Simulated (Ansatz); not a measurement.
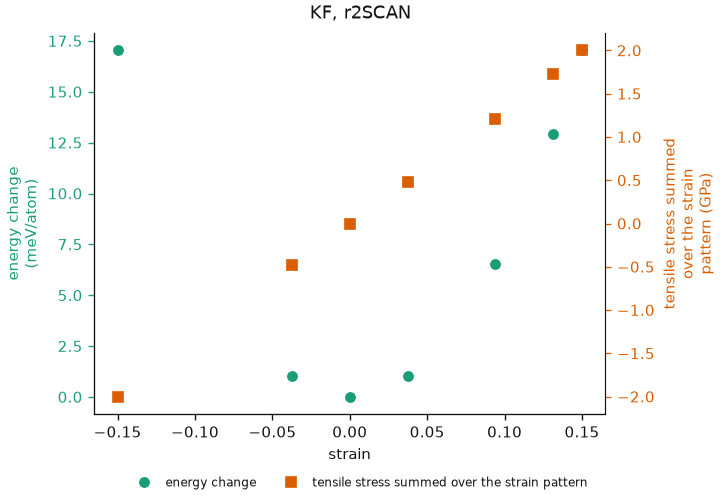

The plot gives the computed energy change and tensile stress summed over the strain pattern against strain for KF, space group Fm-3m (No. 225).

Starting cell:
```
CELL_PARAMETERS angstrom
0.00000 2.67350 2.67350
2.67350 0.00000 2.67350
2.67350 2.67350 0.00000
ATOMIC_POSITIONS crystal
K 0.00000 0.00000 0.00000
F 0.50000 0.50000 0.50000
```

Calculation (Ansatz 0.2.0): homogeneous strain of a crystal along one Voigt pattern with engineering shear, fractional coordinates fixed, by plane-wave density functional theory with PAW datasets, free energies less that of the undisturbed cell; scalar-relativistic. Level: r2SCAN, no spin polarisation.

wave cutoff 500 eV; k mesh 8×8×8; occupations Gaussian; smearing width 0.05 eV; k shift (0, 0, 0) (mesh steps); start as given; strain pattern (0, 0, 0, 0, 1, 0) (xx yy zz yz xz xy with engineering shear).

The points at strain −0.1125, −0.0375, 0.075 and 0.15 follow from computed ones by symmetry.

The points at strain −0.1125, −0.0750, 0.0750 and 0.1125 are left out of the plot. What values does the calculation give there?

```csv
strain,energy change (meV/atom),tensile stress summed over the strain pattern (GPa)
-0.1125,9.47,-1.466
-0.0750,4.17,-0.961
0.0750,4.17,0.961
0.1125,9.47,1.466
```

Caveats: reference crystal is not relaxed.
